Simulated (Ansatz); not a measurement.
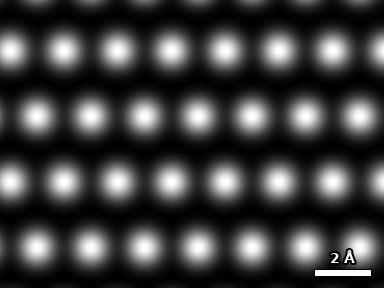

Dark-field STEM-like image of Al (P6/mmm, No. 191). Simulation: incoherent imaging, intensity Z^1.7 per atom, probe width 0.94 Å, thin sample. The probe carries 25 % of its weight in a tail 2.5 times as wide. The display is stretched by a gamma of 0.8; percentages refer to the linear signal. Model: the end point of a relaxation with DFT PBEsol, scalar-relativistic, plane waves, PAW (Ansatz 0.2.0); the starting structure was generated, so it need not be a known form of this composition.

```yaml
crystal:
  lattice:
    - [2.76286, 0.00000, 0.00000]
    - [-1.38143, 2.39271, 0.00000]
    - [0.00000, 0.00000, 2.78091]
  atoms:
    - { symbol: Al, position: [0.00000, 0.00000, 0.00000] }
```

### Along which zone axis is the crystal seen: [210], [201], [001] or [101]? (Directions equivalent by symmetry count as one.)

[101]. The projected cells are 1.38 × 2.78 Å, 90° for [210]; 1.24 × 2.47 Å, 105° for [201]; 2.76 × 2.76 Å, 120° for [001]; 1.96 × 2.59 Å, 112° for [101], and the image repeats as the [101] one does.
